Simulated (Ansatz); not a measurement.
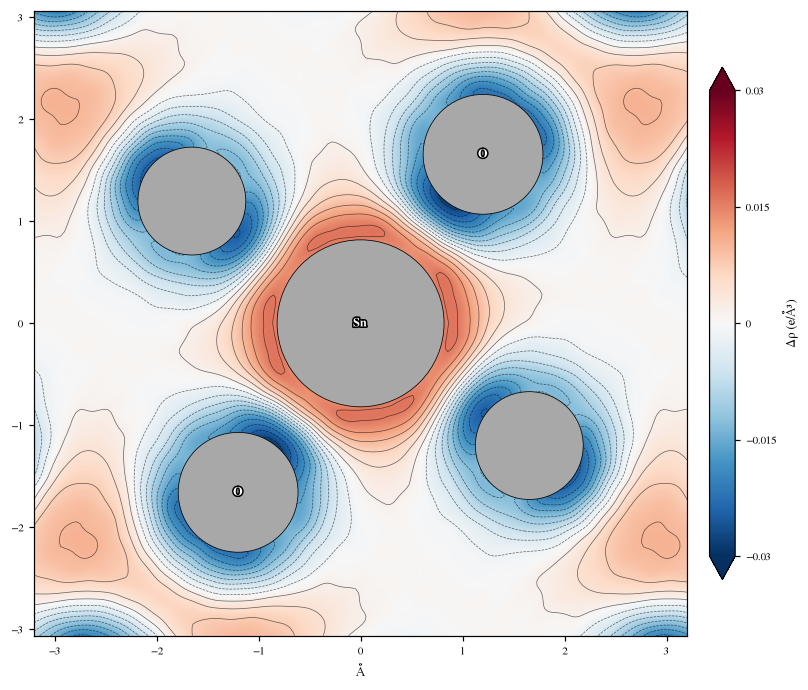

SnO2. Difference of the valence pseudo-densities of two functionals at the same geometry, on the (111) plane of the calculation cell: PBE less r2SCAN.

Both computed with Ansatz (plane waves, PAW), on the same k-point mesh. Grey discs cover the atomic cores.

> Where does the change of functional move the electrons?

Against r2SCAN, PBE gives more density around Sn (+0.013 e/Å³ on average at 1.0 Å from the nucleus), less density around O (−0.015 e/Å³ on average at 0.7 Å from the nucleus) and a change of +0.008 e/Å³ at the midpoint of Sn–O.
